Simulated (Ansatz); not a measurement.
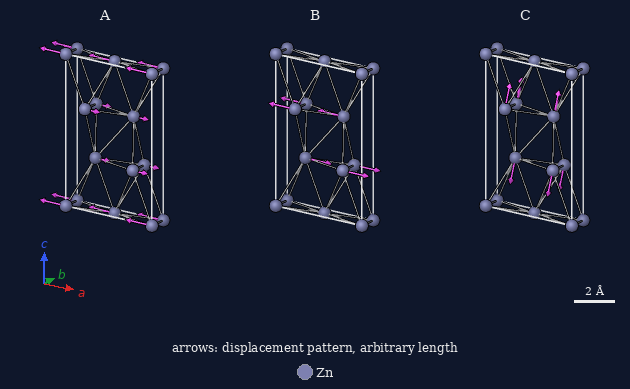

Modes of crystalline Zn at 0.98 times its rest volume, space group C2/m (No. 12), at the zone centre. Displacements are drawn as pink arrows; their common scale and sign are arbitrary. The picture is a ball-and-stick view of the conventional cell (2 times the calculation's cell), seen slightly off an axis. Lengths and directions refer to the drawn axes.

These are results of DFT PBE, scalar-relativistic, plane waves, PAW (Ansatz 0.2.0), not measurements.

The frequencies depend somewhat on the k-mesh and the smearing.

Which are infrared-active and which Raman-active?

Answer. A is B_u, infrared-active by symmetry (59 cm⁻¹). B is A_g, Raman-active by symmetry (56 cm⁻¹). C is A_g, Raman-active by symmetry (114 cm⁻¹). The crystal has a centre of inversion, so no mode is both. In a metal the free carriers screen the infrared response.
